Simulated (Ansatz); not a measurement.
**P: density, localisation and related maps**

The calculation's input:

```
crystal:
  lattice:
    - [-1.6447648277, 2.3965741429, 1.6961715622]
    - [1.6447648277, -2.3965741429, 1.6961715622]
    - [1.6447648277, 2.3965741429, -1.6961715622]
  atoms:
    - { symbol: P, position: [0.76738668, 0.01738668, 0.75] }
    - { symbol: P, position: [0.23261332, 0.98261332, 0.25] }
basis:
  ecutwfc: 420
kpoints:
  mp_grid: { grid: [24, 24, 24] }
hamiltonian:
  xc: pbesol
  dispersion: d3bj
scf:
  occupations: { method: gaussian, width: 0.15 }
output:
  forces: true
  stress: true
  eigenvalues: true
  write_density: true
  write_potential: true
  elf: true
  volumetric_format: npy
```

Run with:

```sh
ansatz run input.yaml --threads 1 --pin off --max-ram 2560MiB --backend cpu --events-out ev --progress --plain --runs-dir out
```

Below, planes, directions and counts refer to the conventional cell (a = 3.29 Å, b = 4.79 Å, c = 3.39 Å, α = 90.00°, β = 90.00°, γ = 90.00°).

Space group Imma; a structure from a database of computed crystals, not necessarily the ambient phase; changed on purpose from its base cell (strain -0.0300 x Voigt [1, 0, 0, 0, 0, 0], atoms carried along); computed pressure about 5 GPa in this cell.

Method: DFT PBEsol+D3(BJ), scalar-relativistic, plane waves, PAW (Ansatz).

The density is the valence pseudo-density of a PAW calculation; it isn't the true density close to the nuclei.

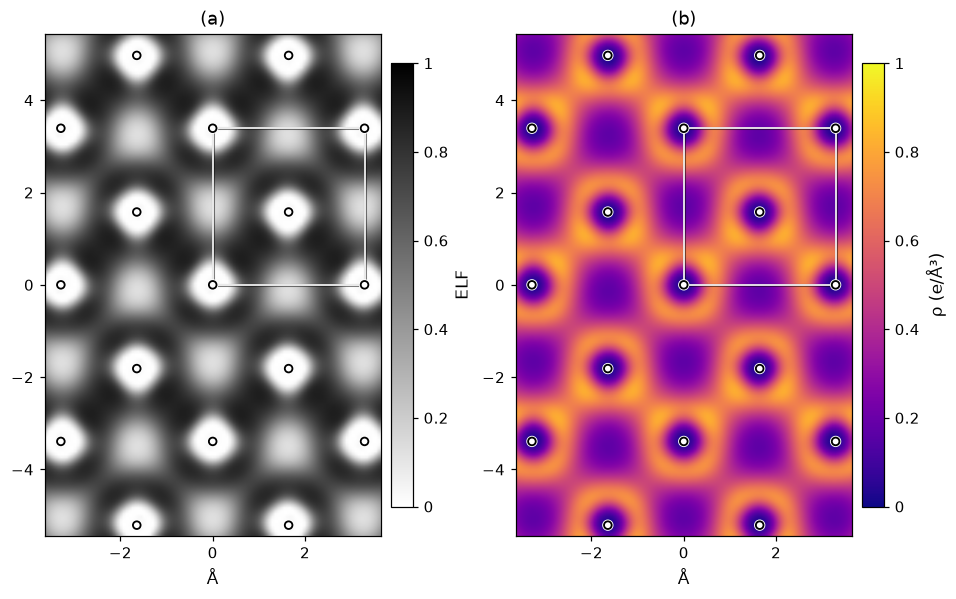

Figure 1. (a) electron localisation function; (b) valence electron density on the (010) plane of the conventional cell. Circles mark the nuclei in the plane (P).

**Describe what can be read from this map.**

- The section cuts through P sites.
- P–P (2.28 Å): ρ at the midpoint is about 0.69 e/Å³; the ELF peaks at about 0.90 between the atoms.
- P–P (2.45 Å): ρ at the midpoint is about 0.5 e/Å³; the ELF peaks at about 0.85 between the atoms.
- Between the atoms the lowest density in this plane is 0.17 e/Å³.

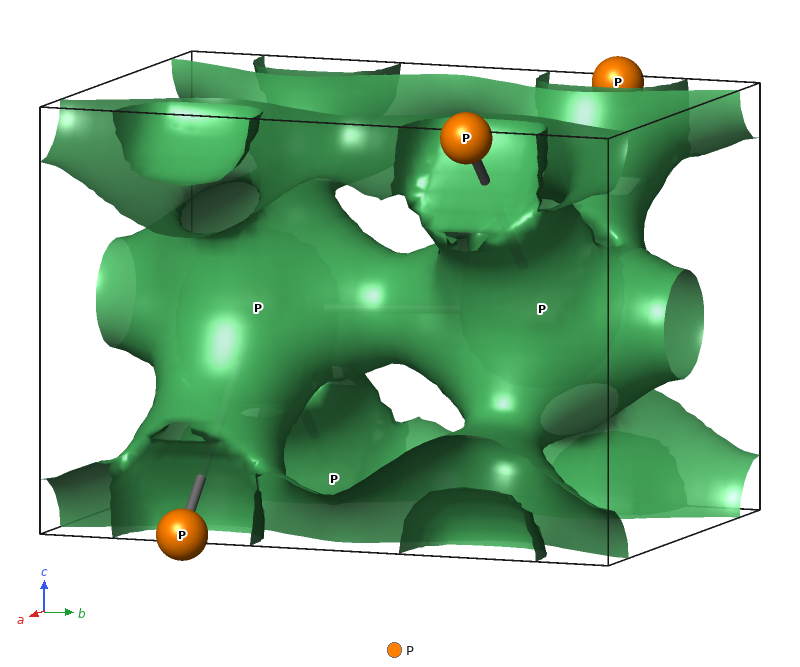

Figure 2. Isosurface of the ELF at 0.65 (green), seen slightly off an axis. Only the valence region is drawn (cores and ρ < 0.01 e/Å³ removed). Sticks mark near contacts.

**Identify the bonds, lone pairs and shells in this picture.**

The surface consists of one network that runs through the whole crystal, counted in one cell of 4 atoms. Regions shared between cells count once. There are no localised bonds or lone pairs at this value. Profiles from the grid: P–P (2.40 Å): the ELF peaks at about 0.85 between the atoms.

**Does the calculation make it a metal, or give it a gap?**

It is gapless in this calculation (a metal or semimetal).
